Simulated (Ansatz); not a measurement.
System: SiC₅₂ (cell with a defect).

Input

```
crystal:
  lattice:
    - [-5.3572106018, 5.3572106018, 0.0]
    - [-5.3572106018, 0.0, 5.3572106018]
    - [0.0, 5.3572106018, 5.3572106018]
  atoms:
    - { symbol: Si, position: [1.0018391557, 0.6536012329, 0.6677803919] }
    - { symbol: C, position: [0.3333333333, 0.6666666667, 0.6666666667] }
    - { symbol: C, position: [1.0, 0.0, 0.6666666667] }
    - { symbol: C, position: [1.0, 0.6666666667, 0.0] }
    - { symbol: C, position: [0.6666666667, 0.6666666667, 0.6666666667] }
    - { symbol: C, position: [0.3333333333, 0.0, 0.6666666667] }
    - { symbol: C, position: [0.3333333333, 0.6666666667, 0.0] }
    - { symbol: C, position: [1.0, 0.3333333333, 0.6666666667] }
    - { symbol: C, position: [1.0, 0.0, 0.0] }
    - { symbol: C, position: [1.0, 0.6666666667, 0.3333333333] }
    - { symbol: C, position: [0.6666666667, 0.0, 0.6666666667] }
    - { symbol: C, position: [0.6666666667, 0.6666666667, 0.0] }
    - { symbol: C, position: [0.3333333333, 0.3333333333, 0.6666666667] }
    - { symbol: C, position: [0.3333333333, 0.0, 0.0] }
    - { symbol: C, position: [0.3333333333, 0.6666666667, 0.3333333333] }
    - { symbol: C, position: [1.0, 0.3333333333, 0.0] }
    - { symbol: C, position: [1.0, 0.0, 0.3333333333] }
    - { symbol: C, position: [0.6666666667, 0.3333333333, 0.6666666667] }
    - { symbol: C, position: [0.6666666667, 0.0, 1.0] }
    - { symbol: C, position: [0.6666666667, 0.6666666667, 0.3333333333] }
    - { symbol: C, position: [0.3333333333, 0.3333333333, 0.0] }
    - { symbol: C, position: [0.3333333333, 0.0, 0.3333333333] }
    - { symbol: C, position: [1.0, 0.3333333333, 0.3333333333] }
    - { symbol: C, position: [0.6666666667, 0.3333333333, 0.0] }
    - { symbol: C, position: [0.6666666667, 0.0, 0.3333333333] }
    - { symbol: C, position: [0.3333333333, 0.3333333333, 0.3333333333] }
    - { symbol: C, position: [0.6666666667, 0.3333333333, 0.3333333333] }
    - { symbol: C, position: [0.9166666667, 0.9166666667, 0.25] }
    - { symbol: C, position: [0.25, 0.9166666667, 0.25] }
    - { symbol: C, position: [0.9166666667, 0.25, 0.25] }
    - { symbol: C, position: [0.9288161905, 0.9044749424, 0.5780873664] }
    - { symbol: C, position: [0.5833333333, 0.9166666667, 0.25] }
    - { symbol: C, position: [0.25, 0.25, 0.25] }
    - { symbol: C, position: [0.25, 0.9166666667, 0.5833333333] }
    - { symbol: C, position: [0.9166666667, 0.5833333333, 0.25] }
    - { symbol: C, position: [0.9166666667, 0.25, 0.5833333333] }
    - { symbol: C, position: [0.9166666667, 0.9166666667, 0.9166666667] }
    - { symbol: C, position: [0.5833333333, 0.25, 0.25] }
    - { symbol: C, position: [0.5833333333, 0.9166666667, 0.5833333333] }
    - { symbol: C, position: [0.25, 0.5833333333, 0.25] }
    - { symbol: C, position: [0.25, 0.25, 0.5833333333] }
    - { symbol: C, position: [0.25, 0.9166666667, 0.9166666667] }
    - { symbol: C, position: [0.9079338645, 0.5832706994, 0.5848169702] }
    - { symbol: C, position: [0.9166666667, 0.25, 0.9166666667] }
    - { symbol: C, position: [0.5833333333, 0.5833333333, 0.25] }
    - { symbol: C, position: [0.5833333333, 0.25, 0.5833333333] }
    - { symbol: C, position: [0.5833333333, 0.9166666667, 0.9166666667] }
    - { symbol: C, position: [0.2438980414, 0.5756241145, 0.576021985] }
    - { symbol: C, position: [0.25, 0.25, 0.9166666667] }
    - { symbol: C, position: [0.5833333333, 0.5833333333, 0.5833333333] }
    - { symbol: C, position: [0.5833333333, 0.25, 0.9166666667] }
    - { symbol: C, position: [0.25, 0.5833333333, 0.9166666667] }
    - { symbol: C, position: [0.5833333333, 0.5833333333, 0.9166666667] }
  host:
    lattice:
      - [0.0, 1.7857368673, 1.7857368673]
      - [1.7857368673, 0.0, 1.7857368673]
      - [1.7857368673, 1.7857368673, 0.0]
    atoms:
      - { symbol: C, position: [0.0, 0.0, 0.0] }
      - { symbol: C, position: [0.25, 0.25, 0.25] }
basis:
  ecutwfc: 420
  xc_grid: 2
kpoints:
  mp_grid: { grid: [2, 2, 2], shift: [0.0, 0.0, 0.0] }
hamiltonian:
  xc: pbe
scf:
  occupations: { method: gaussian, width: 0.01 }
output:
  forces: true
  stress: false
  eigenvalues: true
  charged_corrections:
    defect_position: [1.0, 0.66666667, 0.66666667]
    epsilon: [[5.8503, 0.0, 0.0], [0.0, 5.8503, 0.0], [0.0, 0.0, 5.8503]]
  write_density: true
  write_potential: true
  elf: true
  volumetric_format: npy
relax:
  adjacent_minimum: "off"
  f_tol: 0.025
  max_steps: 60
```

Run with:

```sh
ansatz run input.yaml --threads 4 --pin off --max-ram 10240MiB --backend cpu --events-out ev --progress --plain --runs-dir out
```

The fields are those of the relaxed geometry.

These are results of Ansatz 0.2.0, DFT PBE, scalar-relativistic, plane waves, PAW, not measurements.

> What will maps of the valence pseudo-density and electron localisation function show?

C–C (1.55 Å): ρ at the midpoint is about 1.6 e/Å³; the ELF peaks at about 0.95 between the atoms.
Si–C (1.99 Å): ρ at the midpoint is about 0.76 e/Å³; the ELF peaks at about 0.95 between the atoms.

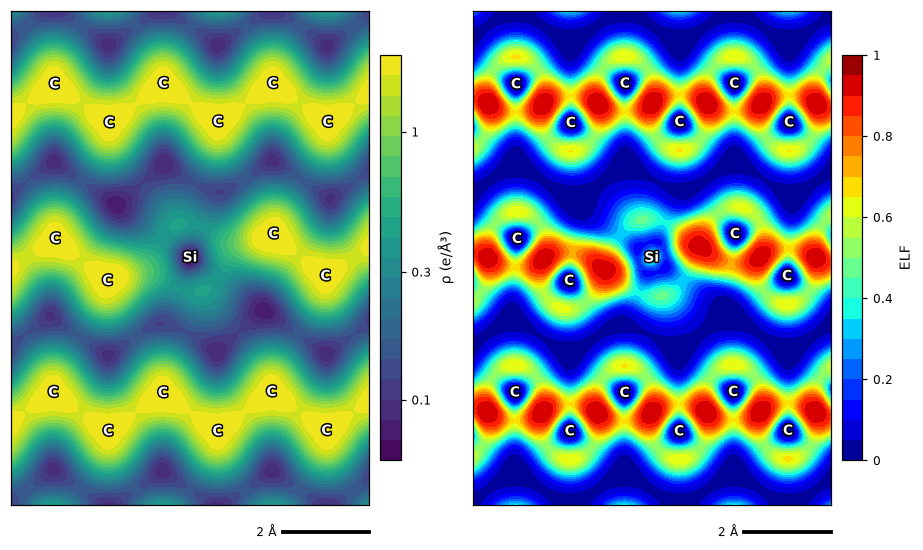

Computed valence pseudo-density and electron localisation function on the (11̄0) plane of the calculation cell, in this order. 
